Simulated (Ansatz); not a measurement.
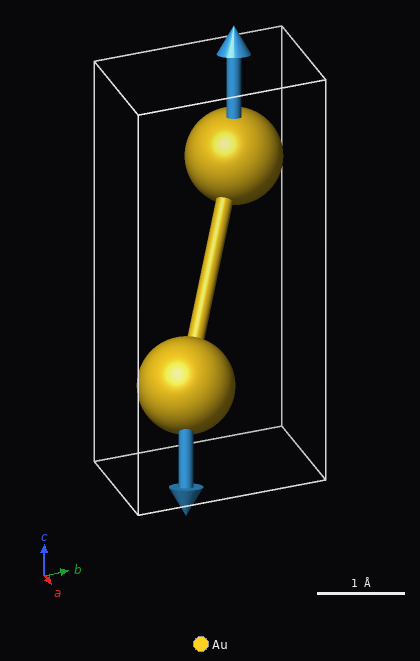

Normal modes of crystalline Au relaxed at 11 GPa, at the zone centre. The optical levels lie at 46 (×2), 160 cm⁻¹. One mode is drawn. The blue arrows are the displacements of the atoms (eigenvector over the root of the mass), of arbitrary overall length and sign. A ball-and-stick model of the cell of the calculation, seen slightly off an axis.

Method: DFT PBE, scalar-relativistic, plane waves, PAW in Ansatz 0.2.0. (plane-wave cutoff 420 eV; k-point mesh 18 × 18 × 10; occupations fermi dirac; smearing width 0.15 eV; target pressure 11 GPa; no spin polarisation)

The frequencies depend somewhat on the k-mesh and the smearing.

Q: To which level does it belong?

A: The level at 160 cm⁻¹. This is the B₁g mode, the highest optical level, silent by symmetry (neither infrared- nor Raman-active). All motion is along c; atoms of one kind move against one another, with no net shift of their sublattice.
